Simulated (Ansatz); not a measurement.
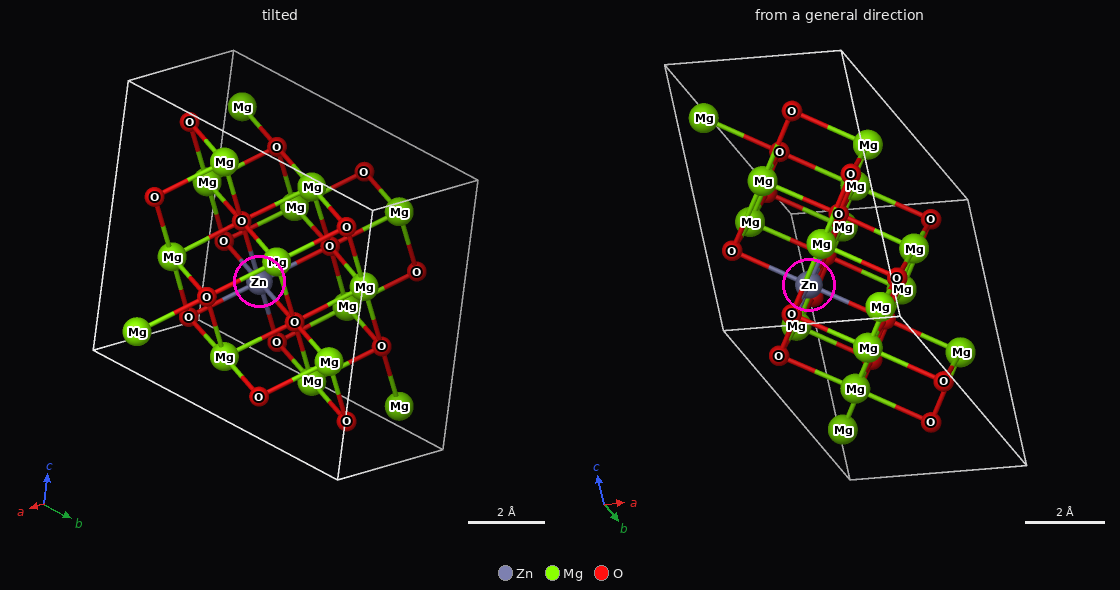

The figure gives a ball-and-stick picture of the atoms, viewed slightly off an axis and from a general direction. One supercell is framed, with atoms on its boundary repeated. The host is MgO, in a cell of 32 sites, and the cell is neutral. A ring marks the defect's site.

Q: What kind of defect was put in?

A: Zinc on a magnesium site (a substitutional impurity). It is bonded to six O in an octahedral arrangement at about 2.2 Å.

The atoms were relaxed in the host's cell with DFT PBE, scalar-relativistic, plane waves, PAW in Ansatz 0.2.0.
